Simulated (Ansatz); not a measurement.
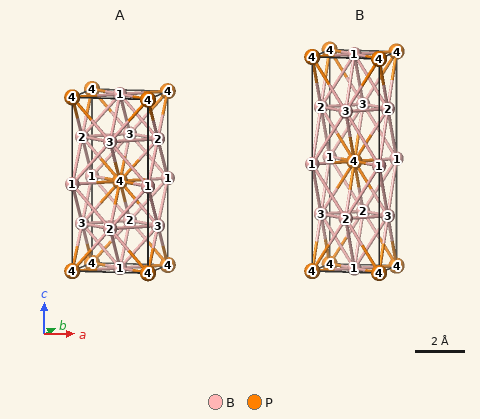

Two geometries of solid B$_{3}$P (built on the TiAl3 (D0_22)_139 type) (coarse preliminary run), drawn at one scale. One is the start of a relaxation, the other its converged end. Style: ball-and-stick. Shown: the conventional cell (2 times the calculation's cell), slightly off an axis. Lengths and directions refer to the drawn axes.

All numbers below come from DFT PBE, scalar-relativistic, plane waves, PAW (Ansatz 0.2.0). Set-up: plane-wave cutoff 420 eV; k-point mesh 8 × 8 × 8; occupations gaussian; smearing width 0.1 eV; no spin polarisation; cell and atoms relaxed; force threshold 0.04 eV/Å; at most 70 steps.

Q: Which geometry has the lower energy?

A: Structure B is the relaxed one. Case: TiAl3 (D0_22) type (I4/mmm, No. 139). No atom moves by more than 0.005 Å relative to the cell. Cell: a = b 3.206 → 2.830 Å (−11.7 %), c 7.162 → 8.827 Å (+23.2 %). Volume −4.0 %. Near-neighbour distances that change, for instance: P4–P4 3.206 → 2.830 Å, B1–P4 2.267 → 2.001 Å, B2–B3 2.267 → 2.001 Å, B2–P4 2.403 → 2.621 Å. The space group stays I4/mmm (No. 139). The energy falls by 1.349 eV per cell of the calculation in 9 accepted moves (12 points after the start). All forces vanish by symmetry, so only the cell relaxes. The pressure goes from −18.74 to 0.00 GPa. The line search rejected the trial step at point 10 of the run. At 2 points the geometry stayed and the basis and grid were re-selected for the new cell (energy shift of 22.2 meV per cell of the calculation at most each time). The run took 13 s on 1 thread of Intel(R) Xeon(R) 6975P-C (Granite Rapids), on a shared host, peak memory 0.41 GiB.
